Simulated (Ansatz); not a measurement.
Ga₂O

```yaml
crystal:
  lattice:
    - [4.47190, 0.00000, 0.00000]
    - [0.00000, 7.97629, 0.00000]
    - [0.00000, 0.00000, 5.43928]
  atoms:
    - { symbol: Ga, position: [0.32562, 0.16435, 0.00000] }
    - { symbol: Ga, position: [0.82562, 0.66435, 0.50000] }
    - { symbol: Ga, position: [0.17438, 0.66435, 0.00000] }
    - { symbol: Ga, position: [0.67438, 0.16435, 0.50000] }
    - { symbol: Ga, position: [0.17438, 0.33565, 0.50000] }
    - { symbol: Ga, position: [0.67438, 0.83565, 0.00000] }
    - { symbol: Ga, position: [0.82562, 0.33565, 0.00000] }
    - { symbol: Ga, position: [0.32562, 0.83565, 0.50000] }
    - { symbol: O, position: [0.00000, 0.50000, 0.25000] }
    - { symbol: O, position: [0.50000, 0.00000, 0.75000] }
    - { symbol: O, position: [0.50000, 0.00000, 0.25000] }
    - { symbol: O, position: [0.00000, 0.50000, 0.75000] }
```

Space group Ibam; a generated structure, not necessarily the stable one; changed on purpose from its base cell (volume × 0.97, shape and atoms relaxed).

Theory: Ansatz 0.2.0, DFT PBE, scalar-relativistic, plane waves, PAW.

Core electrons are frozen (PAW), and the valence fields are smoothed inside the atomic spheres.

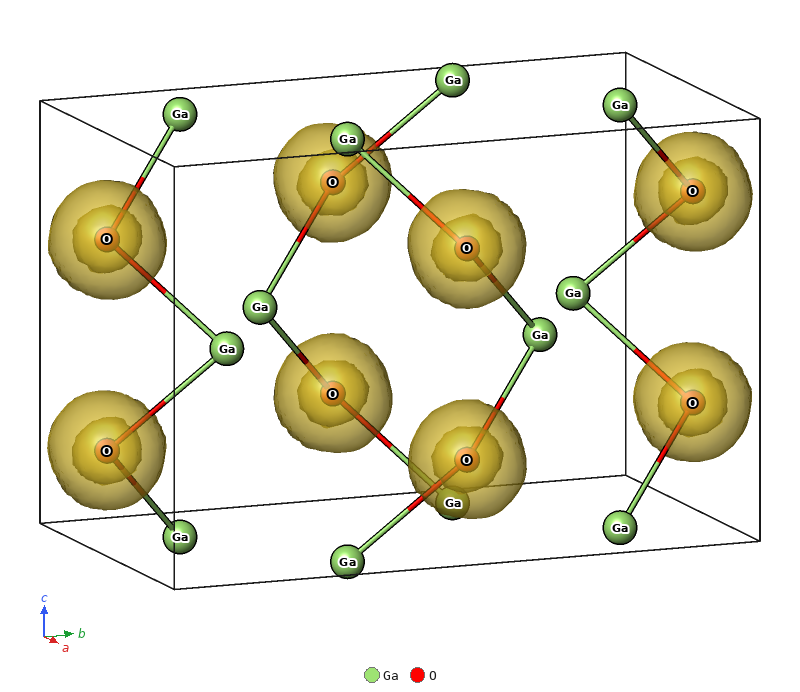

Figure 1. Isosurface of the electron localisation function at 0.75 (yellow), seen slightly off an axis. Core shells and regions of very low density are left out. Sticks mark near contacts.

### What do the ELF domains correspond to?

The ELF exceeds this value in four regions wrapped around O (the valence shell of each), counted in one cell of 12 atoms. Regions shared between cells count once. Profiles from the grid: Ga–O (2.04 Å): the ELF peaks at about 0.85 in the valence shell of O, 0.6 Å from its nucleus, and is about 0.30 at the midpoint: no localised pair shows between them.

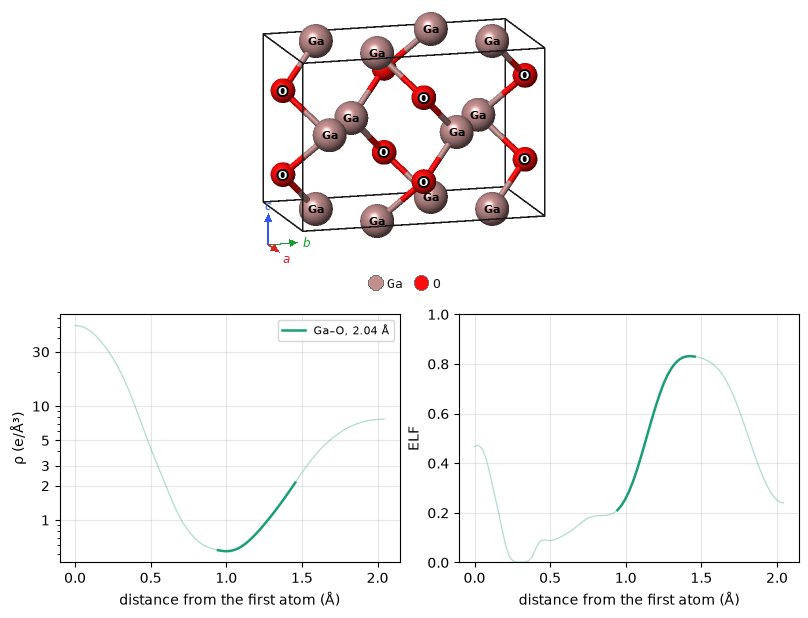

Figure 2. Valence charge density (pseudo) and electron localisation function along straight lines between neighbouring atoms. Thin, pale parts lie inside the atomic spheres. The structure is drawn too.

### What can be read from the curves?

Ga–O (2.04 Å): ρ is about 0.53 e/Å³ halfway; the ELF peaks at about 0.85 in the valence shell of O, 0.6 Å from its nucleus, and is about 0.30 at the midpoint: no shared electron pair shows on this line.

### Does the calculation make it a metal, or give it a gap?

It is gapless in this calculation (a metal or semimetal).
